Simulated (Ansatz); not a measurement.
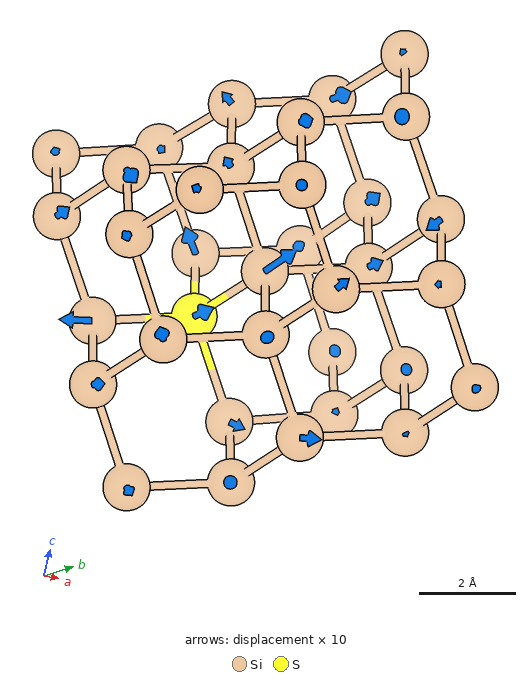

A relaxation of a defect cell of composition Si₁₂₇S (cell charge +2). The starting structure is drawn; blue arrows show the displacements, magnified 10 times.

Style: ball-and-stick. Shown: the atoms within 5.8 Å of the atom that moves most (axes of the cell of the calculation), slightly off an axis.

Method: DFT, PBEsol, PAW, plane waves (Ansatz). Set-up: plane-wave cutoff 420 eV; k-point mesh 1 × 1 × 1; mesh shifted by (0.25, 0.25, 0.25); no spin polarisation; atoms relaxed in a fixed cell; force threshold 0.03 eV/Å; at most 80 steps.

Q: Which element moves most?

A: Silicon: up to 0.093 Å, against 0.057 Å for sulfur.

Q: Describe the change and its energy.

A: After 5 geometry steps the energy has fallen by 1.186 eV per cell of the calculation. The largest force component goes from 1.1 to 0.0067 eV/Å. A Si atom moves most: 0.093 Å roughly along [0 2 1]. By element the largest moves are Si 0.093 Å, S 0.057 Å. The cell doesn't change. Among the contacts that change: S–Si 2.335 → 2.430 Å, S–Si 2.354 → 2.434 Å, Si–Si 2.270 → 2.347 Å, Si–Si 2.418 → 2.356 Å. Bond angles that change, for instance: Si–Si–Si 108.9° → 106.0°, Si–S–Si 111.6° → 108.9°, Si–Si–Si 109.1° → 111.7°.

Limits of the set-up: the cell is charged, on a uniform background, and energies carry no finite-size correction.
